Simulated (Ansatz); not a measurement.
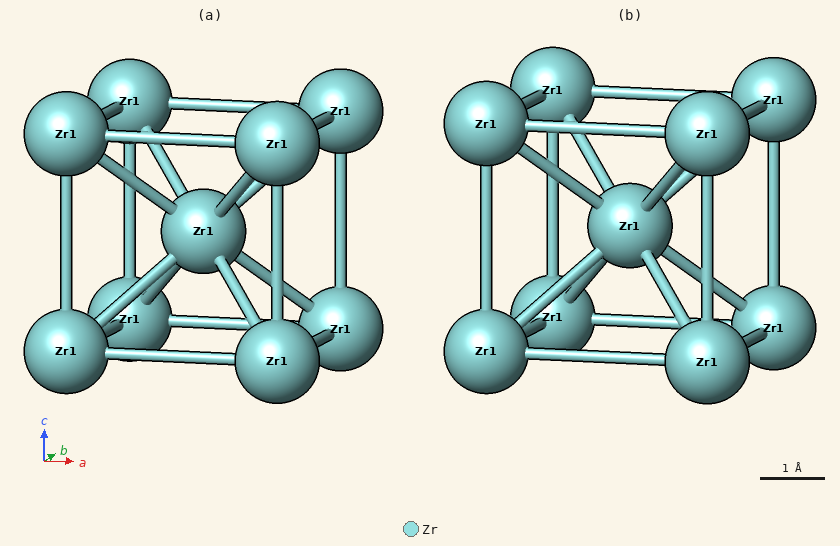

Left: a symmetric starting cell of Zr (made from another compound by putting Zr in place of Ti). Right: the same structure after one change, at the same scale. A ball-and-stick model of the conventional cell (2 times the calculation's cell), seen slightly off an axis. Lengths and directions refer to the drawn axes.

These are results of DFT PBE, scalar-relativistic, plane waves, PAW in Ansatz 0.2.0, not measurements. Set-up: plane-wave cutoff 420 eV; k-point mesh 16 × 16 × 16; occupations gaussian; smearing width 0.1 eV; no spin polarisation.

**Which change leads from the left to the right?**

All lengths are scaled by +4.7 % (volume +14.9 %), the atoms keeping their fractional coordinates. No relaxation follows. The starting cell wasn't computed here and needn't be at equilibrium, so pressure and forces aren't due to the change alone.

**How do the computed properties respond?**

The pressure is −3.9 GPa (not all of it need come from the change, since the unchanged cell can be under pressure at this level too). All forces vanish by symmetry. Some distances before and after: Zr–Zr 3.467 → 3.631 Å, Zr–Zr 3.002 → 3.145 Å. The space group stays Im-3m (No. 229).
